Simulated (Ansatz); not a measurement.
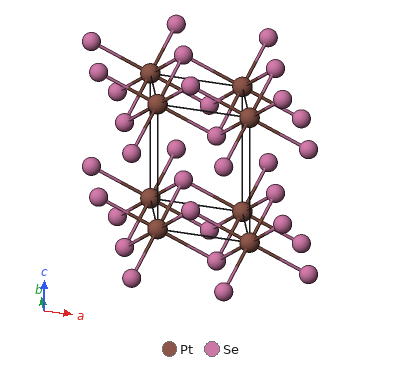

PtSe2, space group P-3m1 (No. 164), a = 3.772 Å, b = 3.772 Å, c = 4.827 Å, α = 90.00°, β = 90.00°, γ = 120.00°

```tsv
site	Wyckoff	x	y	z
Pt	1a	0.0000	0.0000	0.0000
Se	2d	0.3333	0.6667	0.2654
```

Origin: coordinates from a relaxation with DFT, PBE-D4, plane waves, PAW (Ansatz 0.2.0).

**Compute the Voronoi cell of each site (no radii): faces and volume.**

| site | faces above 1 % of the sphere | volume (Å³) | solid angle by neighbour (%) |
| --- | --- | --- | --- |
| Pt | 6 | 16.49 | Se 100 Pt 0 |
| Se | 15 | 21.50 | Se 50 Pt 50 |

Weighted by multiplicity the volumes add up to the cell volume, 59.5 Å³.

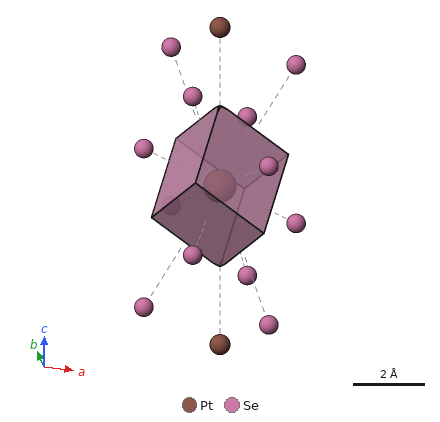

The computed Voronoi cell of Pt, with the neighbours that bound it.
